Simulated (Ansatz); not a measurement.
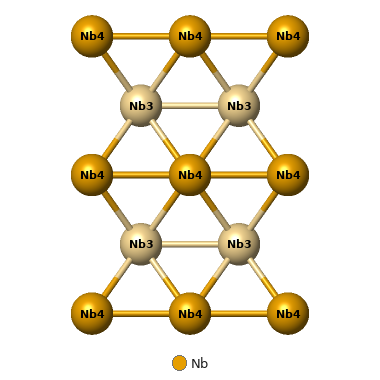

The system is H on a Nb(110) slab cut from the Fm-3m phase, its upper half relaxed before the scan (4 atoms of substrate and one adsorbate in a 1 × 1 cell); the picture shows it without the atoms that are moved over the map. 
- H is moved over the surface cell; relaxed at each place: the height of the adsorbate's atoms; substrate rigid; the origin of the map has the adsorbate above Nb4.
- Places are given modulo a cell vector. The map is drawn in real space over the plane of the surface.
- Grid: 6 × 10 points; 24 points were computed and 36 follow by symmetry.
- Energies are in eV, from the lowest grid point.
- At some places the adsorbate sinks to or below the level of the top layer. With one adsorbate in each 1 × 1 cell, its nearest image is 3.0 Å away, so neighbouring adsorbates interact.
- Theory: DFT PBE, scalar-relativistic, plane waves, PAW (Ansatz 0.2.0). Settings: cutoff 420 eV, k-mesh 9×6×1, gaussian smearing 0.1 eV, no spin polarisation.

Range: position of H5 along the first surface vector from 0.000 to 0.833; position of H5 along the second surface vector from 0.0 to 0.9.

Q: What landscape does the calculation give?

A: The lowest grid point is at the trough between two rows of top atoms, (0/6, 5/10) of the cell vectors. The highest grid point, (0/6, 3/10) of the cell vectors [nearest 1 Nb at 1.86 Å], lies 1.07 eV above the lowest. At the lowest point the adsorbate has 2 Nb at 2.02 Å as nearest neighbours, at the highest 1 Nb at 1.86 Å. Its relaxed height above the top atom is 0.12 Å at the lowest and 1.37 Å at the highest point.

```
second ↓, first →   0/6   1/6   2/6   3/6   4/6   5/6
             9/10  0.93  0.80  0.43  0.06  0.43  0.80
             8/10  1.00  0.88  0.51  0.14  0.51  0.88
             7/10  1.07  0.92  0.46  0.08  0.46  0.92
             6/10  0.42  0.42  0.31  0.28  0.31  0.42
             5/10  0.00  0.23  0.39  0.42  0.39  0.23
             4/10  0.42  0.42  0.31  0.28  0.31  0.42
             3/10  1.07  0.92  0.46  0.08  0.46  0.92
             2/10  1.00  0.88  0.51  0.14  0.51  0.88
             1/10  0.93  0.80  0.43  0.06  0.43  0.80
             0/10  0.90  0.77  0.39  0.01  0.39  0.77
```

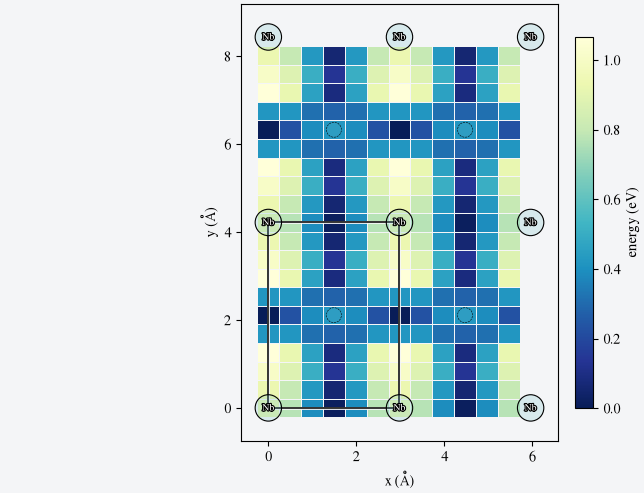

The picture shows one coloured cell a grid point, labelled circles for the atoms of the top layer and small ones for the second layer, the outline of one cell of the 2 × 2 shown.

Each point was launched as `ansatz run input.yaml --threads 1 --pin off --max-ram 3072MiB --backend cpu --events-out ev --progress --plain --runs-dir out`. The whole map (24 points run) took 21 min on 1 thread of Arm Neoverse V1 (shared host).
